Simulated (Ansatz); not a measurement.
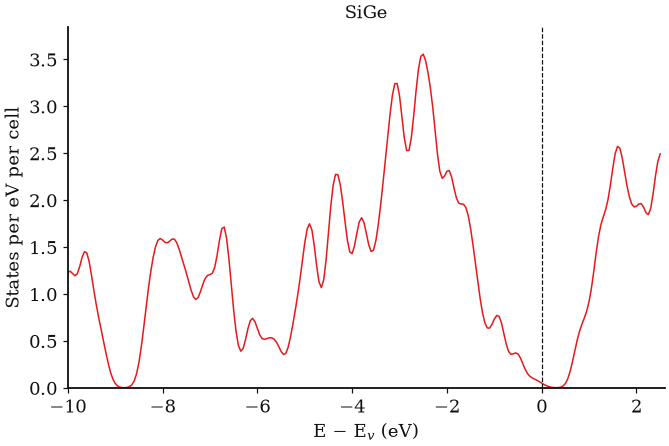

Density of states. Energies are counted from the top of the valence band. The curve is built from the levels of the k mesh with Gaussians 0.3 eV wide, which also blur the band edges.

The material is SiGe, space group P6_3mc (No. 186), 4 atoms in the cell, wurtzite type, uniaxial (z) strain +1.5%; a = 3.91 Å, b = 3.91 Å, c = 6.54 Å, α = 90.00°, β = 90.00°, γ = 120.00°.

Computed with Ansatz 0.2.0: DFT, r2SCAN, plane waves, PAW, no spin polarisation, 12×12×4 k mesh, 500 eV cutoff.

### Metal or insulator, going by the density of states?

There is a gap; over the k points computed it is 0.73 eV (indirect; the smallest direct gap is 0.88 eV).
